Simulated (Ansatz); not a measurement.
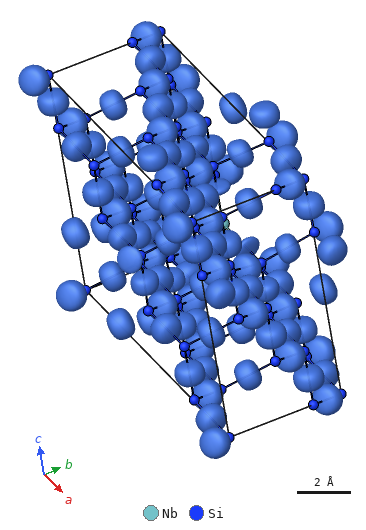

The picture shows: NbSi₃₁ (cell charge +1, with a compensating background) (cell with a defect). Isosurface of the ELF at 0.85 (blue), seen slightly off an axis. Core shells and regions of very low density are left out. Sticks mark near contacts.

Level of theory: DFT PBE, scalar-relativistic, plane waves, PAW in Ansatz.

```
CELL_PARAMETERS angstrom
-5.47009 -5.47009 -5.47009
5.47009 5.47009 -5.47009
5.47009 -5.47009 5.47009
ATOMIC_POSITIONS crystal
Nb 0.50000 0.75000 0.50000
Si 0.50000 0.49581 0.75058
Si 0.24581 0.75000 0.75058
Si 0.50000 0.25000 0.00000
Si 0.24942 0.49942 0.99523
Si 0.00000 0.75000 0.00000
Si 0.50000 0.00058 0.24581
Si 0.24942 0.24523 0.24942
Si 0.99523 0.49942 0.24942
Si 0.75058 0.75000 0.24581
Si 0.24581 0.00058 0.50000
Si 0.00000 0.25000 0.50000
Si 0.75058 0.49581 0.50000
Si 0.00477 0.00419 0.75419
Si 0.75419 0.25477 0.75419
Si 0.75419 0.00419 0.00477
Si 0.50000 0.75000 0.76655
Si 0.50000 0.49863 0.00052
Si 0.24863 0.75000 0.00052
Si 0.50000 0.25052 0.24863
Si 0.23345 0.48345 0.23345
Si 0.00052 0.75000 0.24863
Si 0.50000 0.01655 0.50000
Si 0.24863 0.25052 0.50000
Si 0.00052 0.49863 0.50000
Si 0.76655 0.75000 0.50000
Si 0.25189 0.00137 0.75137
Si 0.99948 0.24948 0.74811
Si 0.75137 0.50189 0.75137
Si 0.99948 0.99811 0.99948
Si 0.74811 0.24948 0.99948
Si 0.75137 0.00137 0.25189
```

**What do the ELF domains correspond to?**

At this value the surface marks out 60 regions between bonded Si–Si atoms (shared pairs) and four lobes of the valence shell of Si pointing towards Nb (polar bonds), counted in one cell of 32 atoms. Any copies at cell faces, edges or corners count once. Profiles from the grid: Si–Si (2.35 Å): the ELF peaks at about 0.95 between the atoms; a covalent bond. Nb–Si (2.53 Å): the ELF peaks at about 0.90 in the valence shell of Si, 0.9 Å from its nucleus, and is about 0.75 at the midpoint.

**Metal or insulator at this level of theory?**

It is gapped, with a Kohn–Sham gap of 0.65 eV on the k-point mesh (the band edges may lie off the mesh, which would make the gap smaller).
